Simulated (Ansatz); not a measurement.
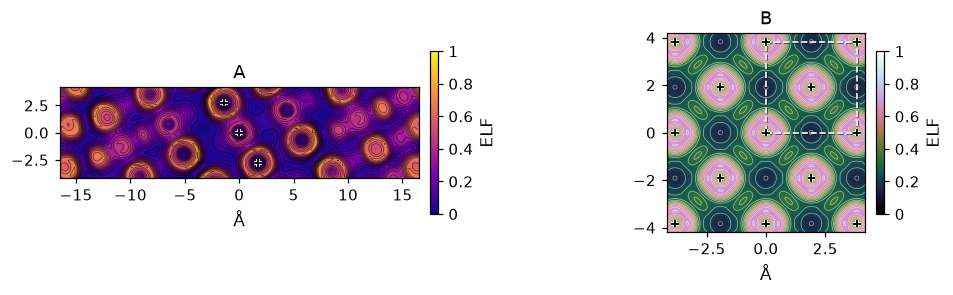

The electron localisation function of 2 systems, each on a plane through atoms (crosses mark nuclei in the plane).

Theory: DFT PBE, scalar-relativistic, plane waves, PAW (Ansatz).

System 1: Bi2Te3, the (111) plane of the conventional cell. Space group R-3m.

```cif
data_structure
_symmetry_space_group_name_H-M 'P 1'
_symmetry_Int_Tables_number 1
_cell_length_a 4.4489
_cell_length_b 4.4489
_cell_length_c 31.9888
_cell_angle_alpha 90.000
_cell_angle_beta 90.000
_cell_angle_gamma 120.000
_cell_volume 548.31
loop_
_atom_site_label
_atom_site_type_symbol
_atom_site_fract_x
_atom_site_fract_y
_atom_site_fract_z
_atom_site_occupancy
Bi1 Bi 0.33333 0.66667 0.06420 1
Bi2 Bi 0.00000 0.00000 0.39753 1
Bi3 Bi 0.66667 0.33333 0.73087 1
Bi4 Bi 0.33333 0.66667 0.26913 1
Bi5 Bi 0.00000 0.00000 0.60247 1
Bi6 Bi 0.66667 0.33333 0.93580 1
Te1 Te 0.00000 0.00000 0.00000 1
Te2 Te 0.66667 0.33333 0.33333 1
Te3 Te 0.33333 0.66667 0.66667 1
Te4 Te 0.00000 0.00000 0.21539 1
Te5 Te 0.66667 0.33333 0.54872 1
Te6 Te 0.33333 0.66667 0.88205 1
Te7 Te 0.66667 0.33333 0.11795 1
Te8 Te 0.33333 0.66667 0.45128 1
Te9 Te 0.00000 0.00000 0.78461 1
```

System 2: Ir, the (100) plane of the conventional cell. Space group Fm-3m; computed without spin polarisation.

```
CELL_PARAMETERS angstrom
3.83120 0.00000 0.00000
0.00000 3.83120 0.00000
0.00000 0.00000 3.83120
ATOMIC_POSITIONS crystal
Ir 0.00000 0.00000 0.00000
Ir 0.50000 0.50000 0.00000
Ir 0.50000 0.00000 0.50000
Ir 0.00000 0.50000 0.50000
```

Q: Match each panel to its system.

A: Panel A is system 1, Bi2Te3: the plane holds Bi and Te. Bi–Te (3.09 Å): the ELF peaks at about 0.65 in the valence shell of Te, 1.3 Å from its nucleus, and drops to about 0.35 between the two atoms. Panel B is system 2, Ir: the plane holds Ir. Ir–Ir (2.71 Å): the ELF is about 0.35 at the midpoint.
